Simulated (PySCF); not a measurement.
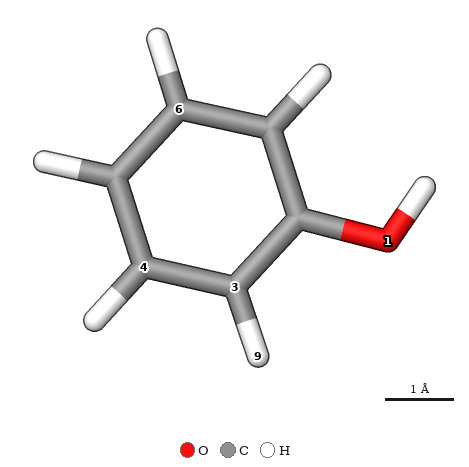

The input geometry (stick view, seen on its broad side; atoms are numbered from 1 in the order of the input). Bond lengths as drawn: C–C 1.38 to 1.39 Å, C–H 1.08 Å, C–O 1.36 Å and H–O 0.96 Å.

## C₆H₆O: spin–spin coupling calculation

System: C₆H₆O (phenol), SMILES Oc1ccccc1.
Method: PBE0/3-21G indirect spin-spin coupling, non-relativistic, gas phase (PySCF 2.14.0).

The geometry comes from this level: GFN2-xTB. It belongs to a series of runs on one base structure; here: PBE0/3-21G; level_shift 0.2. Figures and captions count atoms from 1; the log counts them from 0 in places.

### Input
```
{"job": {"kind": "j", "xc": "PBE0", "basis": "3-21G", "scf": {"level_shift": 0.2}}, "charge": 0, "multiplicity": 1}
O      2.482516    -0.177734     0.008726
C      1.123625    -0.094362     0.001783
C      0.392235    -1.277773    -0.031338
C     -0.987939    -1.232248    -0.037857
C     -1.651392    -0.016101    -0.010953
C     -0.924080     1.160145     0.022143
C      0.459102     1.125790     0.027693
H      2.863970     0.708155     0.033184
H      0.925397    -2.215051    -0.049124
H     -1.551056    -2.153097    -0.065783
H     -2.730226     0.013696    -0.013898
H     -1.433997     2.112082     0.043771
H      1.027457     2.046985     0.053926
```

The first line tells a small driver script what to run in PySCF; the rest is the geometry in Å.

Machine: 1 CPU thread, shared host.

Launched with:
```bash
OMP_NUM_THREADS=1 python <driver script> task.json out
```

### What the program printed
```
final grid: 110688 points
cycle   1  E = -305.3544537475  dE =  1.224e+00  |g| = 5.333e-01  |ddm| = 4.087e+00
cycle   2  E = -305.3783289222  dE = -2.388e-02  |g| = 4.809e-01  |ddm| = 1.059e+00
cycle   3  E = -305.4158287636  dE = -3.750e-02  |g| = 5.736e-02  |ddm| = 3.881e-01
cycle   4  E = -305.4165774244  dE = -7.487e-04  |g| = 1.650e-02  |ddm| = 8.899e-02
cycle   5  E = -305.4166434393  dE = -6.601e-05  |g| = 4.311e-03  |ddm| = 2.440e-02
cycle   6  E = -305.4166467566  dE = -3.317e-06  |g| = 1.602e-03  |ddm| = 5.958e-03
cycle   7  E = -305.4166473522  dE = -5.955e-07  |g| = 3.865e-04  |ddm| = 1.943e-03
cycle   8  E = -305.4166473946  dE = -4.241e-08  |g| = 1.152e-04  |ddm| = 6.814e-04
cycle   9  E = -305.4166474006  dE = -6.007e-09  |g| = 2.980e-05  |ddm| = 2.079e-04
cycle  10  E = -305.4166474015  dE = -9.146e-10  |g| = 1.244e-05  |ddm| = 7.503e-05
level shift removed, Fock matrix diagonalised once more
converged SCF energy = -305.4166474015

Indirect spin-spin couplings (Hz)
  i      j    bonds     total        FC       PSO       DSO        SD
  0 O    1 C    1     15.418    12.703     2.873    -0.158         -
  0 O    2 C    2     -8.614    -9.228     0.610     0.004         -
  0 O    3 C    3     -1.630    -1.550    -0.124     0.045         -
  0 O    4 C    4     -0.512    -0.673     0.120     0.041         -
  0 O    5 C    3      1.291     1.326    -0.081     0.046         -
  0 O    6 C    2      1.975     0.706     1.255     0.014         -
  0 O    7 H    1    -44.224   -34.988    -8.595    -0.641         -
  0 O    8 H    3     -0.791    -0.940     0.184    -0.035         -
  0 O    9 H    4     -0.993    -1.103    -0.073     0.183         -
  0 O   10 H    5      0.308     0.136    -0.020     0.192         -
  0 O   12 H    3     -0.246    -0.658     0.400     0.012         -
  1 C    2 C    1     63.152    67.107    -4.266     0.312         -
  1 C    3 C    2     -1.946    -1.904    -0.062     0.020         -
  1 C    4 C    3      7.422     7.144     0.254     0.024         -
  1 C    5 C    2     -2.879    -2.832    -0.067     0.020         -
  1 C    6 C    1     55.567    59.643    -4.387     0.311         -
  1 C    7 H    2     -1.988    -0.862    -0.716    -0.410         -
  1 C    8 H    2     -5.622    -4.668    -0.808    -0.146         -
  1 C    9 H    3      6.664     7.024     0.063    -0.423         -
  1 C   10 H    4     -2.329    -2.113     0.156    -0.373         -
  1 C   11 H    3      6.156     6.511     0.067    -0.423         -
  1 C   12 H    2     -4.466    -3.431    -0.872    -0.163         -
  2 C    3 C    1     57.579    62.117    -4.786     0.248         -
  2 C    4 C    2     -4.622    -4.489    -0.122    -0.010         -
  2 C    5 C    3      6.419     6.283     0.133     0.003         -
  2 C    6 C    2     -0.901    -0.975     0.073     0.001         -
  2 C    7 H    3      5.841     6.541     0.016    -0.716         -
  2 C    8 H    1    115.834   114.220     0.538     1.075         -
  2 C    9 H    2     -3.172    -2.007    -0.875    -0.291         -
  2 C   10 H    3      5.636     6.074     0.053    -0.490         -
  2 C   11 H    4     -2.507    -2.206     0.128    -0.430         -
  2 C   12 H    3      3.150     3.495     0.150    -0.495         -
  3 C    4 C    1     55.312    59.645    -4.573     0.239         -
  3 C    5 C    2     -3.607    -3.558    -0.036    -0.013         -
  3 C    6 C    3      6.235     6.091     0.141     0.003         -
  3 C    7 H    4      1.059     1.382     0.129    -0.452         -
  3 C    8 H    2     -4.197    -3.005    -0.873    -0.318         -
  3 C    9 H    1    113.474   112.126     0.361     0.987         -
  3 C   10 H    2     -3.105    -1.932    -0.850    -0.322         -
  3 C   11 H    3      5.977     6.416     0.063    -0.503         -
  3 C   12 H    4     -1.879    -1.607     0.162    -0.434         -
  4 C    5 C    1     55.949    60.391    -4.681     0.239         -
  4 C    6 C    2     -4.324    -4.174    -0.141    -0.009         -
  4 C    7 H    5     -0.574    -0.336     0.094    -0.332         -
  4 C    8 H    3      5.522     5.971     0.045    -0.494         -
  4 C    9 H    2     -3.461    -2.312    -0.831    -0.318         -
  4 C   10 H    1    114.049   112.517     0.540     0.991         -
  4 C   11 H    2     -3.786    -2.610    -0.854    -0.322         -
  4 C   12 H    3      4.974     5.436     0.027    -0.489         -
  5 C    6 C    1     56.599    60.963    -4.613     0.250         -
  5 C    7 H    4     -0.268    -0.104     0.104    -0.268         -
  5 C    8 H    4     -2.065    -1.792     0.164    -0.437         -
  5 C    9 H    3      6.039     6.476     0.066    -0.503         -
  5 C   10 H    2     -3.129    -1.936    -0.868    -0.324         -
  5 C   11 H    1    113.139   111.774     0.378     0.988         -
  5 C   12 H    2     -4.571    -3.389    -0.892    -0.290         -
  6 C    7 H    3      1.241     1.650    -0.611     0.202         -
  6 C    8 H    3      3.485     3.826     0.156    -0.498         -
  6 C    9 H    4     -2.415    -2.120     0.136    -0.430         -
  6 C   10 H    3      5.778     6.216     0.051    -0.490         -
  6 C   11 H    2     -3.306    -2.193    -0.825    -0.288         -
  6 C   12 H    1    110.657   108.819     0.735     1.102         -
  7 H    8 H    4     -1.903     0.064     0.720    -2.687         -
  7 H    9 H    5     -0.664     0.474     0.587    -1.725         -
  7 H   10 H    6     -0.731     0.150     0.484    -1.365         -
  7 H   11 H    5     -0.488     0.048     0.351    -0.887         -
  7 H   12 H    4      1.487    -0.011    -0.906     2.403         -
  8 H    9 H    3      6.794     7.164    -0.034    -0.336         -
  8 H   10 H    4     -0.918     0.271     0.639    -1.828         -
  8 H   11 H    5     -0.513     0.677     0.657    -1.848         -
  8 H   12 H    4      0.215     1.482     0.699    -1.966         -
  9 H   10 H    3      6.009     6.408    -0.020    -0.378         -
  9 H   11 H    4     -0.600     0.604     0.654    -1.857         -
  9 H   12 H    5     -0.594     0.600     0.647    -1.841         -
 10 H   11 H    3      6.147     6.557    -0.028    -0.383         -
 10 H   12 H    4     -0.995     0.195     0.623    -1.813         -
 11 H   12 H    3      6.511     6.850    -0.078    -0.261         -
```

### Key numbers

```tsv
quantity	value
outcome	converged
total energy	−305.416647 hartree
HOMO	−6.25 eV
LUMO	0.28 eV
dipole moment	1.51 D
wall time	10 s
peak memory	0.48 GiB
```

### Notes

Settings chosen away from the usual ones: PBE0/3-21G; level_shift 0.2.
